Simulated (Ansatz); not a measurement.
## Zr: geometry relaxation (part 2 of 2)

Continued. System: Zr (P6₃/mmc, 2 atoms in the cell). Method: DFT PBEsol, scalar-relativistic, plane waves, PAW, no spin polarisation (Ansatz 0.2.0); cutoff 420 eV, 15×15×8 k-mesh, Fermi–Dirac smearing of 0.15 eV. The structure derives from an entry of the Crystallography Open Database.

Geometry of the input (Å; fractional positions):
```
3.1834  0.0000  0.0000
-1.5917  2.7569  0.0000
0.0000  0.0000  5.1176
Zr 0.3333  0.6667  0.2500
Zr 0.6667  0.3333  0.7500
```

### The program's output, continued
```
relax step   4: F+E_penalty+E_count = -8257.34992490 eV  Δ(F+E_penalty+E_count) = -4.050e-6 eV  max|allowed force component| = 4.048e-17 eV/Å  Δτ_max = 0.0000 Å  P = -0.001 GPa  Ω = 44.993 Å³  energy of the carried Pulay correction = -8.186e-6 eV  (7 SCF iters, dr2 threshold 4.08e-9 eV, accepted)
Initial wavefunctions: pseudopotential atomic-orbital guess (no wavefunctions were taken with the density)
iter 1 solved again at ethr=6.22e-8 eV; its pass at ethr=3.10e-3 eV (dr2=1.49e-5 eV) is discarded
SCF iter   1: F=—  HF=-8257.349938 eV  |F-HF|=—  |Δ(HF+E_count)|=         —  Δρ=3.70e-6  dr2=7.39e-10  ethr=6.22e-8  ⟨swp⟩=3.7  Hψ=16737  notcnv=0
eigensolver tolerance schedule: the retry pair's looser diagonalisation over-reported the residual by 20212.00 of it (diagonalisation noise at 0.68 of the residual, at the tolerance the schedule requests for it); recorded, not acted on — ethr = c·dr2/N_el stays at c = 1.0e-1
SCF iter   2: F=—  HF=-8257.349934 eV  |F-HF|=—  |Δ(HF+E_count)|=   4.18e-6  Δρ=1.87e-6  dr2=1.77e-10  ethr=3.08e-12  ⟨swp⟩=2.6  Hψ=4625  notcnv=0
SCF iter   3: F=—  HF=-8257.349934 eV  |F-HF|=—  |Δ(HF+E_count)|=  2.91e-10  Δρ=1.83e-7  dr2=2.24e-12  ethr=7.37e-13 (applied; sched 1.00e-12)  ⟨swp⟩=2.6  Hψ=4149  notcnv=0
iter 4 did not close the SCF: its close was put off for the readings that it lacked (scf_convergence_deferred on its scf_iter line)
SCF iter   4: F=-8257.349934 eV  HF=-8257.349934 eV  |F-HF|=5.46e-12  |Δ(HF+E_count)|=  1.82e-12  Δρ=3.46e-8  dr2=1.56e-13  ethr=9.31e-15 (applied; sched 1.00e-12)  ⟨swp⟩=2.2  Hψ=3740  notcnv=0
iter 5 did not close the SCF: its close was put off for the readings that it lacked (scf_convergence_deferred on its scf_iter line)
SCF iter   5: F=-8257.349934 eV  HF=-8257.349934 eV  |F-HF|=5.46e-12  |Δ(HF+E_count)|=  1.82e-12  Δρ=3.59e-9  dr2=4.73e-15  ethr=3.33e-15 (applied; sched 1.00e-12)  ⟨swp⟩=1.0  Hψ=2295  notcnv=0
iter 6 did not close the SCF: its close was put off for the readings that it lacked (scf_convergence_deferred on its scf_iter line)
SCF iter   6: F=-8257.349934 eV  HF=-8257.349934 eV  |F-HF|=3.64e-12  |Δ(HF+E_count)|=  7.28e-12  Δρ=6.80e-10  dr2=8.11e-17  ethr=3.33e-15 (applied; sched 1.00e-12)  ⟨swp⟩=1.0  Hψ=2295  notcnv=0
iter 7 did not close the SCF: its close was put off for the readings that it lacked (scf_convergence_deferred on its scf_iter line)
SCF iter   7: F=-8257.349934 eV  HF=-8257.349934 eV  |F-HF|=1.82e-12  |Δ(HF+E_count)|=  1.82e-12  Δρ=2.39e-10  dr2=8.83e-18  ethr=3.33e-15 (applied; sched 1.00e-12)  ⟨swp⟩=1.0  Hψ=2295  notcnv=0
SCF iter   8: F=-8257.349934 eV  HF=-8257.349934 eV  |F-HF|=1.82e-12  |Δ(HF+E_count)|=    0.00e0  Δρ=5.44e-11  dr2=3.65e-19  ethr=1.00e-12  ⟨swp⟩=1.3  Hψ=5186  notcnv=0
SCF 5 converged in 8 iterations: F = -8257.349934 eV  dr2 = 3.65e-19
relax step   5: F+E_penalty+E_count = -8257.34993359 eV  Δ(F+E_penalty+E_count) = -8.682e-6 eV  max|allowed force component| = 3.585e-17 eV/Å  Δτ_max = 0.0000 Å  P = -0.000 GPa  Ω = 44.993 Å³  stress off target by 6.41e-3 GPa  SCF on the basis re-selected at this cell (its energy is not comparable with the rows above)  (8 SCF iters)
```

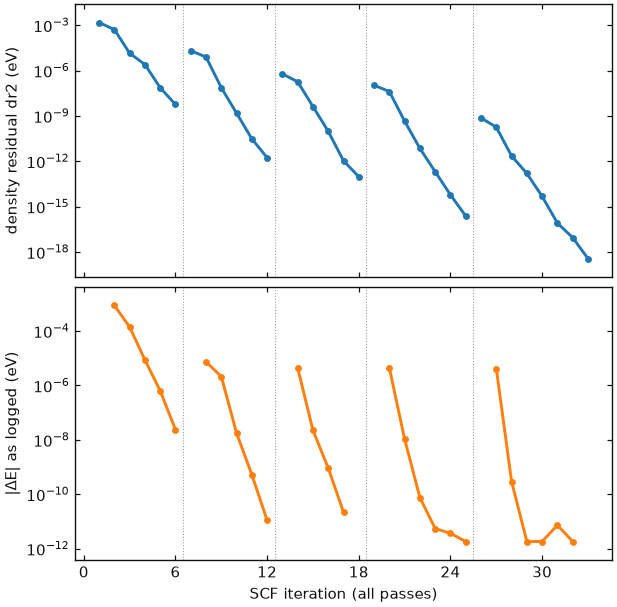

Fig. 1: Convergence of the self-consistent field: density residual dr2 and size of the energy change against the SCF iteration. The dotted lines part the SCF passes of the relaxation: geometry steps, rejected trials and re-solves on a re-selected basis. The 5 passes take 6 to 8 iterations each, 33 in all.

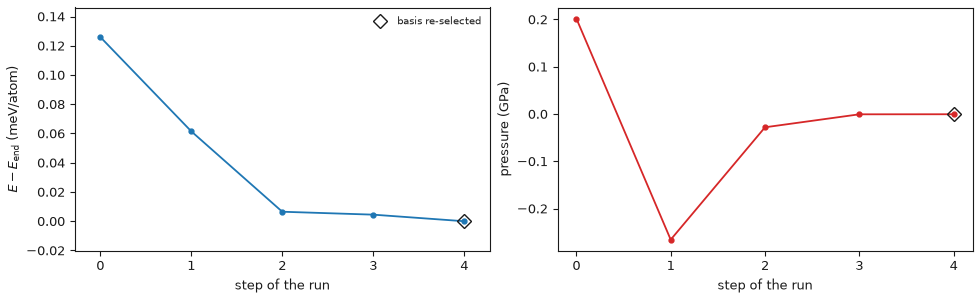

Fig. 2: Progress of the relaxation, step by step (the first geometry is step 0 here and step 1 in the log). Over 3 geometry steps the energy falls by 0.1 meV per atom. All forces vanish by symmetry, so only the cell relaxes. Pressure: 0.20 GPa at the start and 0.00 GPa at the end. No atom moves by more than 0.005 Å relative to the cell. The volume changes by +0.2 %, with a = b 3.183 → 3.180 Å (−0.1 %), c 5.118 → 5.137 Å (+0.4 %). Among the contacts that change: Zr1–Zr2 3.150 → 3.157 Å. The space group stays P6_3/mmc (No. 194). A last SCF at the same geometry on a re-selected plane-wave basis shifts the energy by next to nothing (0.0 meV per atom). (Atoms are counted from 1 in the order of the input.)

```
basis re-selected at this cell: Δ(F+E_penalty+E_count) = -8.682e-6 eV, ΔP = +0.000 GPa vs the last step (what re-selecting the basis moved, of the pressure what is left beyond the Pulay correction that the steps carried, after the strain that the cell walked since its last selection, with what the two solves' SCF thresholds leave and, on support functions, any second-order correction that the steps lacked; it is no measure of the basis error at this ecutwfc). This SCF's stress stands 6.41e-3 GPa from its target on what of the cell is left free (relax.cell.stress_tol is 1.00e-2 GPa) and its largest allowed force component is 3.59e-17 eV/Å (relax.f_tol is 1.00e-3 eV/Å): within both
SCF converged after 8 iterations
Free energy (F): -8257.349934 eV
Harris-Foulkes:  -8257.349934 eV  (|F-HF|=1.82e-12)
Internal energy: -8257.184255 eV  (E = F + TS)
E sigma→0 (E₀):  -8257.267094 eV
Entropy (-TS):   -0.165679 eV (-82.839 meV/atom)
Fermi energy:    14.376440 eV
--- Per-component energies (eV) ---
  E_band       = -180.947190
  E_kinetic    = 666.884482
  E_local      = -1224.426637  (includes V_loc(G=0)·N_el)
  E_nonlocal   = 164.826329
  E_hartree    = 378.149874
  E_xc         = -320.910506
  E_vxc        = -380.687687  (∫ρ·V_xc dr)
  E_paw        = -5800.637421  (= ΣΔE_a)
  E_vpaw       = -163.843473  (= ΣTr[D̂ρ^β])
  E_aug_tail   = 0.000048  (compensation charges beyond the density's cutoff)
  E_ewald      = -2121.401866
  E_core_change = 0.331441  (= ΣΔE_core)
  E_smearing   = -0.165679  (= −TS)
  E_closure    = 0.000000  (closes the sum)
  Σ components = -8257.349934   (vs F -8257.349934, Δ=0.00e0)
--- Forces (eV/Å), atoms counted from 1 ---
  atom   1  Zr     0.00000000    -0.00000000     0.00000000
  atom   2  Zr     0.00000000     0.00000000    -0.00000000
  max |Σ_I F_I| component: 5.55e-17 eV/Å
--- Stress (GPa, compression-positive) ---
       -0.003844       0.000000      -0.000000
        0.000000      -0.003844       0.000000
       -0.000000       0.000000       0.006413
  P = ⅓ Tr σ = -0.0004 GPa (-0.004 kbar)
--- Band table (eV; the first three rows and the last of 135) ---
  k-point 0: bands = ["-34.2096", "-34.0385", "-12.8115", "-11.8430", "-11.8430", "-11.7059", "-11.6956", "-11.6956", "8.7109", "11.2982", "15.3231", "15.3231", "15.3436", "15.6456", "16.0179", "16.0179", "16.7415"]
  k-point 1: bands = ["-34.2032", "-34.0451", "-12.7722", "-11.8375", "-11.8375", "-11.7512", "-11.7013", "-11.7013", "8.8446", "11.2920", "15.2428", "15.2612", "15.2612", "15.3981", "15.9226", "15.9226", "16.9358"]
  k-point 2: bands = ["-34.1849", "-34.0640", "-12.6594", "-11.8788", "-11.8216", "-11.8216", "-11.7174", "-11.7174", "9.2267", "11.2218", "14.8714", "14.9775", "15.1697", "15.1697", "15.6955", "15.6955", "17.4065"]
  k-point 134: bands = ["-34.0069", "-34.0069", "-12.5654", "-12.5654", "-12.3297", "-12.3297", "-11.8883", "-11.8883", "12.9304", "12.9304", "13.1334", "13.1334", "14.4512", "14.4512", "16.4939", "16.4939", "19.0695"]
--- Relaxed structure (4 steps of the walk, 4 accepted, 1 SCFs on fresh bases) ---
  F+E_penalty+E_count = -8257.34993359 eV   max|allowed force component| = 3.585e-17 eV/Å   (the final SCF, on the basis selected at the relaxed cell)
  cell:  # Å, volume = 44.9928 Å³
    - [3.1801630706568007, 0.0, -1.631359617162728e-19]
    - [-1.5900815353284004, 2.7541020073659164, 8.1567980858136e-20]
    - [-2.622544251763541e-19, -7.394027912025859e-34, 5.137053345874808]
  atoms:
    - { symbol: Zr, position: [0.3333333333333333, 0.6666666666666666, 0.25] }
    - { symbol: Zr, position: [0.6666666666666666, 0.3333333333333333, 0.75] }
```

### Trajectory as extended XYZ (Å, eV, eV/Å), 5 frames, from step=1 to step=5
```
2
Lattice="3.1834 0.0000 0.0000 -1.5917 2.7569 0.0000 0.0000 0.0000 5.1176" Properties=species:S:1:pos:R:3:forces:R:3 step=1 energy=-8257.34968 pressure_GPa=0.20
Zr    0.0000    1.8380    1.2794    0.0000   0.0000   0.0000
Zr    1.5917    0.9190    3.8382    0.0000   0.0000   0.0000
2
Lattice="3.1832 0.0000 0.0000 -1.5916 2.7567 0.0000 0.0000 0.0000 5.1413" Properties=species:S:1:pos:R:3:forces:R:3 step=2 energy=-8257.34981 pressure_GPa=-0.27
Zr    0.0000    1.8378    1.2853    0.0000   0.0000   0.0000
Zr    1.5916    0.9189    3.8560    0.0000   0.0000   0.0000
2
Lattice="3.1809 0.0000 0.0000 -1.5904 2.7547 0.0000 0.0000 0.0000 5.1363" Properties=species:S:1:pos:R:3:forces:R:3 step=3 energy=-8257.34992 pressure_GPa=-0.03
Zr    0.0000    1.8365    1.2841    0.0000   0.0000   0.0000
Zr    1.5904    0.9182    3.8523    0.0000   0.0000   0.0000
2
Lattice="3.1802 0.0000 0.0000 -1.5901 2.7541 0.0000 0.0000 0.0000 5.1371" Properties=species:S:1:pos:R:3:forces:R:3 step=4 energy=-8257.34993 pressure_GPa=-0.00
Zr    0.0000    1.8361    1.2843    0.0000   0.0000   0.0000
Zr    1.5901    0.9180    3.8528    0.0000   0.0000   0.0000
2
Lattice="3.1802 0.0000 0.0000 -1.5901 2.7541 0.0000 0.0000 0.0000 5.1371" Properties=species:S:1:pos:R:3:forces:R:3 step=5 energy=-8257.34993 pressure_GPa=-0.00
Zr    0.0000    1.8361    1.2843    0.0000   0.0000   0.0000
Zr    1.5901    0.9180    3.8528    0.0000   0.0000   0.0000
```

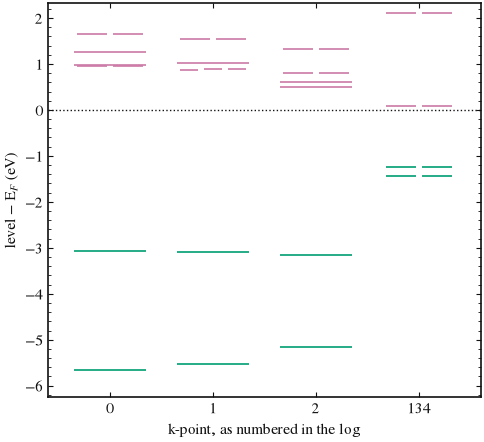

Fig. 3: Kohn–Sham levels near the Fermi level (dotted) at the few k-points that the log prints; levels within 0.02 eV of each other stand side by side. The system is metallic on the full mesh.
